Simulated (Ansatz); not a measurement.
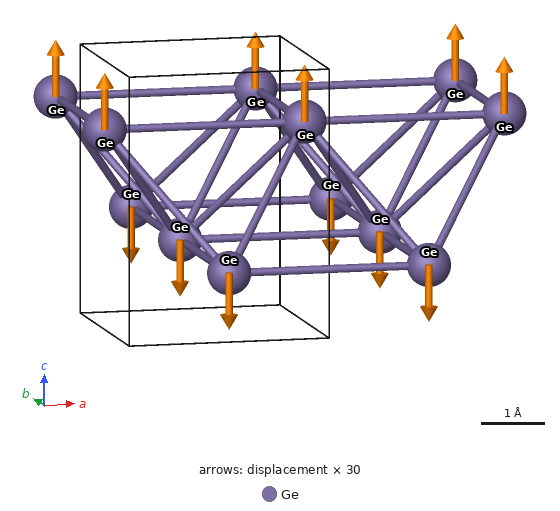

This is a relaxation of crystalline Ge (a generated structure, set up in P4/nmm) (coarse preliminary run). The starting structure is drawn; orange arrows show the displacements (the part carried along by the change of the cell is left out), magnified 30 times.

Style: ball-and-stick. Shown: the cell of the calculation, repeated 2 × 2 × 1 with one cell outlined, slightly off an axis.

These are results of DFT PBE, scalar-relativistic, plane waves, PAW in Ansatz, not measurements. Set-up: plane-wave cutoff 420 eV; k-point mesh 6 × 6 × 4; occupations gaussian; smearing width 0.1 eV; no spin polarisation; cell and atoms relaxed; force threshold 0.04 eV/Å; at most 70 steps.

Describe the change and its energy.

The largest moves relative to the cell, 0.031 Å, are those of Ge atoms. The drawn cell changes as follows: a = b 3.284 → 2.947 Å (−10.3 %), c 4.352 → 4.475 Å (+2.8 %); the volume changes by −17.2 %. Near-neighbour distances that change, for instance: Ge–Ge 3.284 → 2.947 Å, Ge–Ge 3.222 → 3.055 Å, Ge–Ge 3.143 → 3.059 Å. The space group (tolerance 0.01 Å) goes from P4/nmm (No. 129) to I4/mmm (No. 139). Over 4 accepted moves (5 points after the start) the energy falls by 114 meV per atom. Largest force component: 0.0048 eV/Å at the start, 0.0067 eV/Å at the end. Pressure: −7.05 GPa at the start and 0.10 GPa at the end. At 1 point the geometry stayed and the basis and grid were re-selected for the new cell (energy shift of 0.7 meV per atom at most each time). The run took 9.3 s on 1 thread of Arm Neoverse V2, on a shared host, peak memory 0.31 GiB.
